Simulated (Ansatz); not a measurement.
Ag: several calculations on one system

## 1. Relaxation

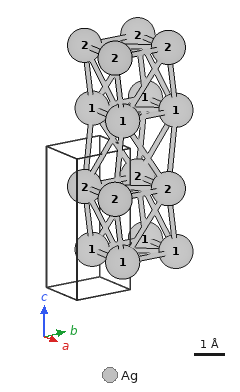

Starting structure of a crystal of Ag (set up in P6_3/mmc). A ball-and-stick model of the cell of the calculation, repeated 2 × 2 × 2 with one cell outlined, seen slightly off an axis.

Case: biaxial strain in the a-b plane of -2.0 %; c and atoms relaxed.

Computed with DFT PBE, scalar-relativistic, plane waves, PAW (Ansatz).

Input file:
```yaml
crystal:
  lattice:
    - [2.875901468, 0.0, 0.0]
    - [-1.437950734, 2.4906037301, 0.0]
    - [0.0, 0.0, 4.855482931]
  atoms:
    - { symbol: Ag, position: [0.3333333333, 0.6666666667, 0.25] }
    - { symbol: Ag, position: [0.6666666667, 0.3333333333, 0.75] }
basis:
  ecutwfc: 420
kpoints:
  mp_grid: { grid: [24, 24, 12] }
hamiltonian:
  xc: pbe
scf:
  occupations: { method: gaussian, width: 0.1 }
output:
  forces: true
  stress: true
  eigenvalues: true
relax:
  adjacent_minimum: "off"
  f_tol: 0.008
  max_steps: 40
  cell: { stress_tol: 0.015, fix: [a, b, gamma] }
```

Run as
```bash
ansatz run input.yaml --threads 1 --pin off --max-ram 2560MiB --backend cpu --events-out ev --progress --plain --runs-dir out
```

### Where does the relaxation end?

The atoms keep their places relative to the cell (all moves are under 0.005 Å). The drawn cell changes as follows: a = b unchanged at 2.876 Å, c 4.855 → 4.883 Å (+0.6 %); the volume changes by +0.6 %. Among the contacts that change: Ag1–Ag2 2.941 → 2.953 Å. The space group stays P6_3/mmc (No. 194). After 2 accepted moves (3 points after the start) the energy has fallen by 0.3 meV per atom. All forces vanish by symmetry, so only the cell relaxes. Pressure: 2.83 GPa at the start and 2.28 GPa at the end. The SCF was repeated once at an unchanged geometry on a basis and grid sized afresh for the cell, which shifted the energy by less than 0.05 meV per atom at most.

Step by step:

| step | E − E(0), meV/atom | pressure, GPa | volume, Å³/atom | note |
| --- | --- | --- | --- | --- |
| 0 | 0.00 | 2.83 | 17.389 |  |
| 1 | -0.18 | 2.10 | 17.524 |  |
| 2 | -0.23 | 2.28 | 17.489 |  |
| 3 | -0.27 | 2.28 | 17.489 | same geometry, new basis |

## 2. Relaxation

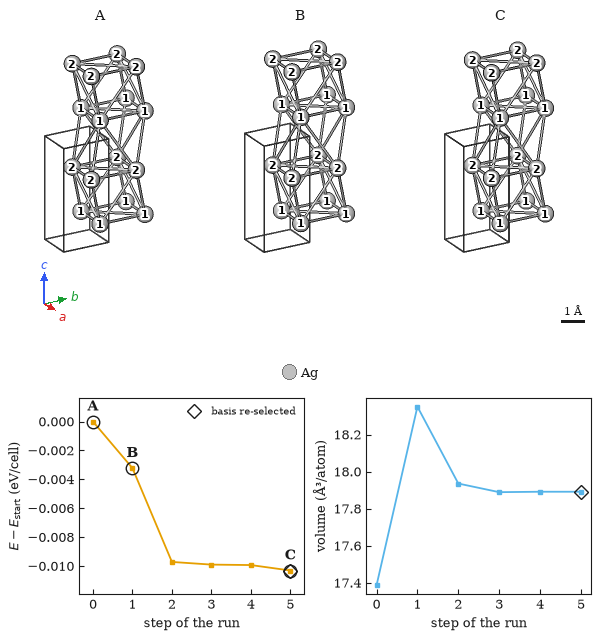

Frames of a relaxation of solid Ag (set up in P6_3/mmc), marked on the history of the run. The picture is a ball-and-stick view of the cell of the calculation, repeated 2 × 2 × 2 with one cell outlined, seen slightly off an axis.

These are results of DFT PBE, scalar-relativistic, plane waves, PAW in Ansatz, not measurements.

The input:
```yaml
crystal:
  lattice:
    - [2.9222991408, 0.0, 0.0]
    - [-1.4611495704, 2.5307852934, 0.0]
    - [0.0, 0.0, 4.70166181]
  atoms:
    - { symbol: Ag, position: [0.33333333, 0.66666667, 0.25] }
    - { symbol: Ag, position: [0.66666667, 0.33333333, 0.75] }
basis:
  ecutwfc: 420
kpoints:
  mp_grid: { grid: [18, 18, 10] }
hamiltonian:
  xc: pbe
scf:
  occupations: { method: gaussian, width: 0.1 }
output:
  forces: true
  stress: true
  eigenvalues: true
relax:
  adjacent_minimum: "off"
  f_tol: 0.005
  max_steps: 80
  cell: { stress_tol: 0.05 }
```

Run as
```bash
ansatz run input.yaml --threads 1 --pin off --max-ram 2560MiB --backend cpu --events-out ev --progress --plain --runs-dir out
```

Question: Describe the path.

Answer: The atoms keep their places relative to the cell (all moves are under 0.005 Å). The volume changes by +2.9 %, with a = b 2.922 → 2.935 Å (+0.4 %), c 4.702 → 4.798 Å (+2.0 %). Near-neighbour distances that change, for instance: Ag1–Ag2 2.894 → 2.937 Å, Ag1–Ag1 2.922 → 2.935 Å. The space group stays P6_3/mmc (No. 194). After 4 accepted moves (5 points after the start) the energy has fallen by 10.3 meV per cell of the calculation. All forces vanish by symmetry, so only the cell relaxes. The pressure goes from 2.85 to −0.01 GPa. The SCF was repeated once at an unchanged geometry on a basis and grid sized afresh for the cell, which shifted the energy by 0.4 meV per cell of the calculation at most. From step 0 to 1: volume +5.5 %, energy −3.2 meV per cell of the calculation. From step 1 to 5: volume −2.5 %, energy −7.1 meV per cell of the calculation.

| step | E − E(0), meV/atom | pressure, GPa | volume, Å³/atom | note |
| --- | --- | --- | --- | --- |
| 0 | 0.00 | 2.85 | 17.386 |  |
| 1 | -1.61 | -2.11 | 18.351 |  |
| 2 | -4.86 | -0.22 | 17.936 |  |
| 3 | -4.95 | 0.01 | 17.889 |  |
| 4 | -4.96 | 0.00 | 17.892 |  |
| 5 | -5.15 | -0.01 | 17.892 | same geometry, new basis |

## 3. Series

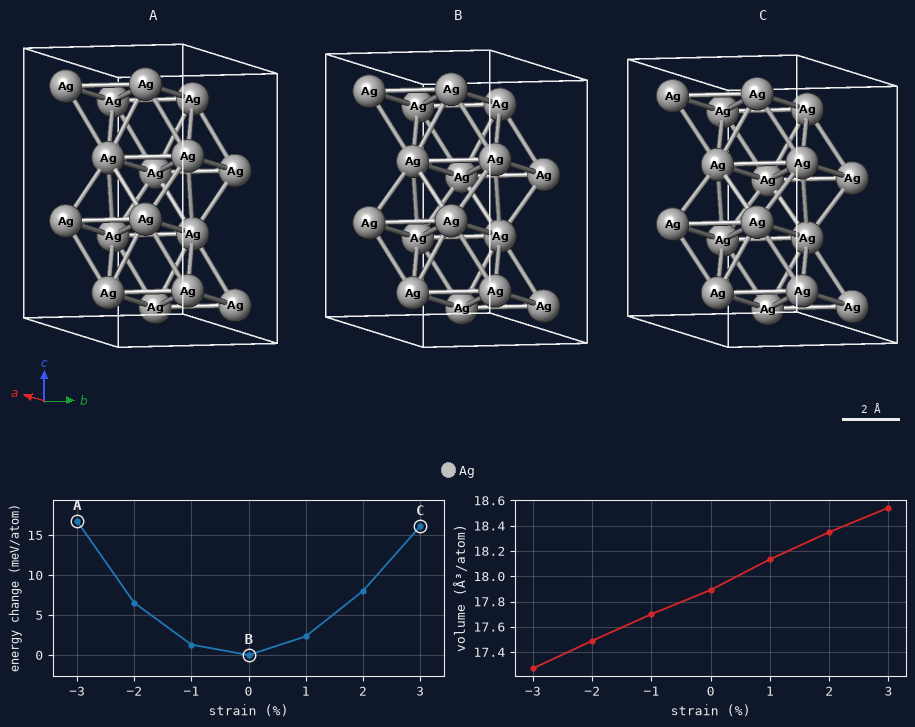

Members of a series of calculations on solid Ag (set up in P6_3/mmc), marked on the first curve. A ball-and-stick model of the cell of the calculation, repeated to show the pattern, seen from a free direction.

The calculation used Ansatz 0.2.0, DFT PBE, scalar-relativistic, plane waves, PAW. (plane-wave cutoff 420 eV; k-point mesh 24 × 24 × 12; occupations gaussian; smearing width 0.1 eV; no spin polarisation)

> Which kind of strain is it, and how does the structure respond?

Biaxial strain in the a–b plane, c and atoms relaxed. A (strain −3.0 %): energy change 16.8 meV/atom, volume 17.27 Å³ per atom. B (strain 0.0 %): energy change 0.0 meV/atom, volume 17.89 Å³ per atom. C (strain 3.0 %): energy change 16.1 meV/atom, volume 18.54 Å³ per atom. The rest compares A with C. The drawn cell changes as follows: a = b 5.693 → 6.045 Å (+6.2 %), c 9.844 → 9.374 Å (−4.8 %); the volume changes by +7.4 %. Some distances before and after: Ag–Ag 2.847 → 3.023 Å, Ag–Ag 2.959 → 2.922 Å.
